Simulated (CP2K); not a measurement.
**Energy of CdSe along an even scaling of the cell**

System: CdSe (2 atoms in the cell).
Method: Kohn-Sham DFT of a periodic cell, LDA, GTH-PADE with UZH-TZVP basis, no spin polarisation (CP2K 2026.2).

The 6 runs differ only in the geometry, by an even scaling of the cell at fixed fractional positions. The structure derives from a Materials Project entry.

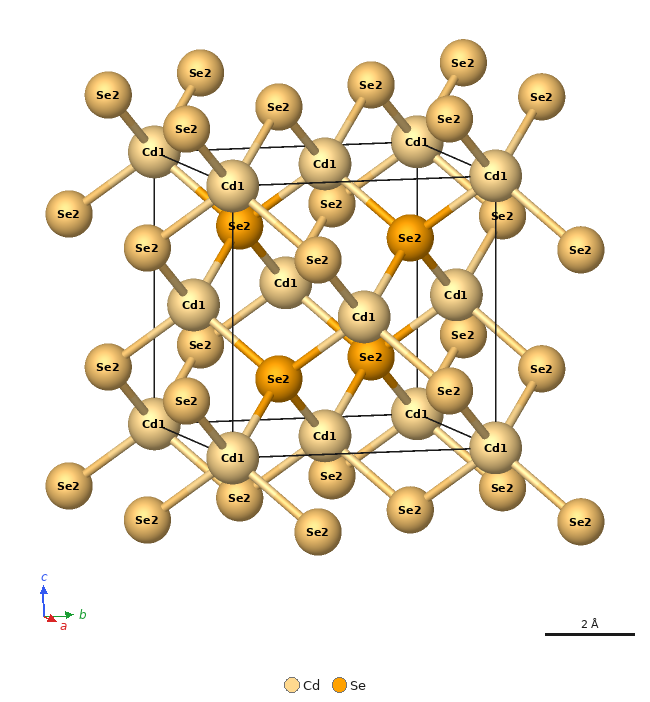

Figure 1. The structure of run 4 (ball-and-stick view of the cell 4 times as large as that of the calculation, set on its symmetry axes, seen slightly off an axis; neighbours outside the cell are drawn fainter; atoms are numbered from 1 in the order of the input).

## Input of run 4
```
&GLOBAL
  PROJECT cdse_eos
  RUN_TYPE ENERGY_FORCE
  PRINT_LEVEL LOW
&END GLOBAL
&FORCE_EVAL
  METHOD QS
  STRESS_TENSOR ANALYTICAL
  &DFT
    BASIS_SET_FILE_NAME BASIS_MOLOPT_UZH
    POTENTIAL_FILE_NAME GTH_POTENTIALS
    WFN_RESTART_FILE_NAME previous-RESTART.kp
    &MGRID
      CUTOFF 450
      REL_CUTOFF 60
      NGRIDS 4
    &END MGRID
    &QS
      METHOD GPW
      EPS_DEFAULT 1.0E-9
    &END QS
    &KPOINTS
      SCHEME MONKHORST-PACK 8 8 8
      GAMMA_CENTERED T
      SYMMETRY T
      SYMMETRY_BACKEND SPGLIB
    &END KPOINTS
    &SCF
      SCF_GUESS RESTART
      EPS_SCF 1.0E-6
      MAX_SCF 100
      ADDED_MOS 10
      CHOLESKY OFF
      EPS_EIGVAL 1.0E-7
      &DIAGONALIZATION ON
        ALGORITHM STANDARD
      &END DIAGONALIZATION
      &MIXING ON
        METHOD BROYDEN_MIXING
        ALPHA 0.4
        BETA 1.5
        NBUFFER 8
      &END MIXING
      &SMEAR ON
        METHOD FERMI_DIRAC
        ELECTRONIC_TEMPERATURE [K] 1160.452
      &END SMEAR
    &END SCF
    &XC
      &XC_FUNCTIONAL
        &LDA_X
        &END LDA_X
        &LDA_C_PW
        &END LDA_C_PW
      &END XC_FUNCTIONAL
    &END XC
    &PRINT
      &KPOINTS ON
      &END KPOINTS
      &MULLIKEN ON
      &END MULLIKEN
      &MO ON
        ENERGIES T
        OCCUPATION_NUMBERS T
        &EACH
          QS_SCF 0
        &END EACH
        ADD_LAST NUMERIC
      &END MO
    &END PRINT
  &END DFT
  &SUBSYS
    &CELL
      ABC 4.3707751011 4.3707751011 4.3707751010
      ALPHA_BETA_GAMMA 60.0000000000 60.0000000003 60.0000000007
      PERIODIC XYZ
    &END CELL
    &COORD
      SCALED
      Cd  0.0000000000 0.0000000000 0.0000000000
      Se  0.2500000000 0.2500000000 0.2500000000
    &END COORD
    &KIND Cd
      BASIS_SET TZVP-MOLOPT-PBE-GTH-q12
      POTENTIAL GTH-PADE-q12
    &END KIND
    &KIND Se
      BASIS_SET TZVP-MOLOPT-PBE-GTH-q6
      POTENTIAL GTH-PADE-q6
    &END KIND
    &PRINT
      &ATOMIC_COORDINATES ON
      &END ATOMIC_COORDINATES
      &CELL ON
      &END CELL
    &END PRINT
  &END SUBSYS
  &PRINT
    &FORCES ON
    &END FORCES
    &STRESS_TENSOR ON
    &END STRESS_TENSOR
  &END PRINT
&END FORCE_EVAL
```

Command:
```bash
OMP_NUM_THREADS=1 cp2k.psmp -i cdse_eos.inp -o cdse_eos.out
```

Lattice vectors (Å) and fractional positions of run 4:
```
   4.370775    0.000000    0.000000
   2.185388    3.785202    0.000000
   2.185388    1.261734    3.568723
Cd  0.000000  0.000000  0.000000
Se  0.250000  0.250000  0.250000
```

Run 2 has the same physical settings and fractional positions; its lattice vectors (Å) are:
```
   4.283336    0.000000    0.000000
   2.141668    3.709478    0.000000
   2.141668    1.236493    3.497329
```

## Results, with one run withheld

| run | volume per atom (Å³) | free energy per atom, from the lowest run given (meV) | pressure (GPa) | gap on the mesh (eV) |
| --- | --- | --- | --- | --- |
| 1 | 27.206 | 0.00 | 0.39 | 0.40 |
| 2 | 27.784 | ? | ? | ? |
| 3 | 28.363 | 5.68 | −1.87 | 0.31 |
| 4 | 29.521 | 25.87 | −3.65 | 0.00 |
| 5 | 30.100 | 40.42 | −4.39 | 0.00 |
| 6 | 30.679 | 57.47 | −5.04 | 0.00 |

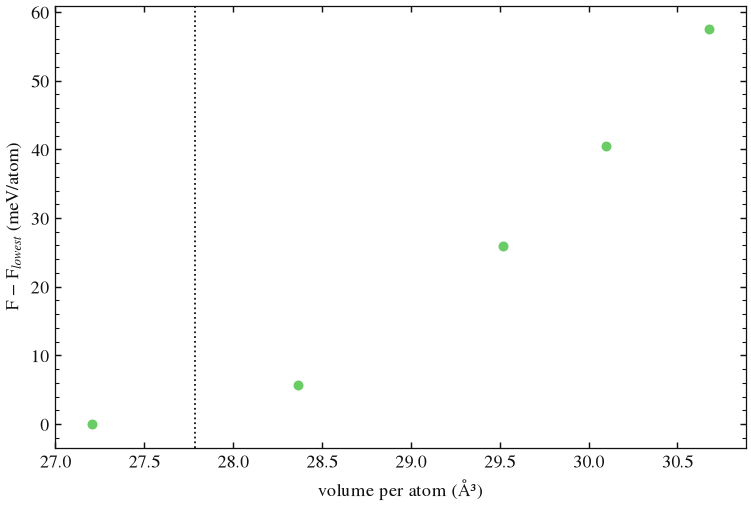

Figure 2. Free energy per atom of the runs given; the dotted line marks run 2.

What should run 2 give?

A cubic polynomial in V^(−2/3) (the Birch–Murnaghan form), fitted to the 5 runs given, misses them by under 0.01 meV per atom. With x = V^(−2/3) − 0.10563 Å⁻², it reads F = 17.612 − 7982.9 x + 8.8032e+05 x² + 2.9785e+06 x³ (meV per atom). At run 2 it gives 0.80 meV per atom, and the run itself gives 0.79. The slope of the fit gives a pressure −dF/dV of −0.81 GPa there, and the run prints −0.81 GPa. The fit has its minimum at 27.386 Å³ per atom, where V d²F/dV² gives 58 GPa: the bulk modulus at this level, since symmetry fixes the shape and the positions. The gap on the mesh lies between 0.00 eV (run 4) and 0.40 eV (run 1); run 2 has 0.35 eV. These are gaps of this functional on this mesh, which can miss the band edges; they aren't the measured gap.

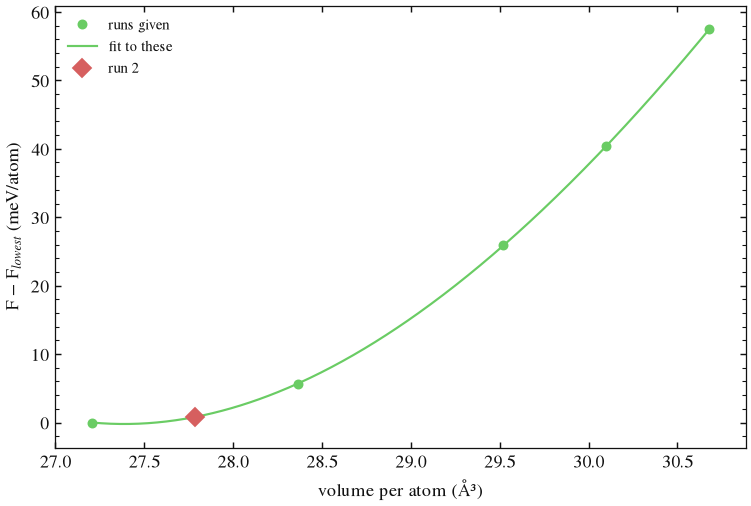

Figure 3. The fit and the withheld run.

## Some lines of the output (run 2)
```
[...]
 CELL| Volume [angstrom^3]:                                            55.568855
 CELL_REF| Volume [angstrom^3]:                                        55.568855
                        Smear method:                                FERMI_DIRAC
  Step     Update method      Time    Convergence         Total energy    Change
  Fermi energy:                                                 0.11703266520027
  Total energy:                                               -55.59593824441703
  Total energy (extrapolated to T->0):                        -55.59591731147110
 MO| E(Fermi):            0.117033 a.u.          3.184621 eV
```
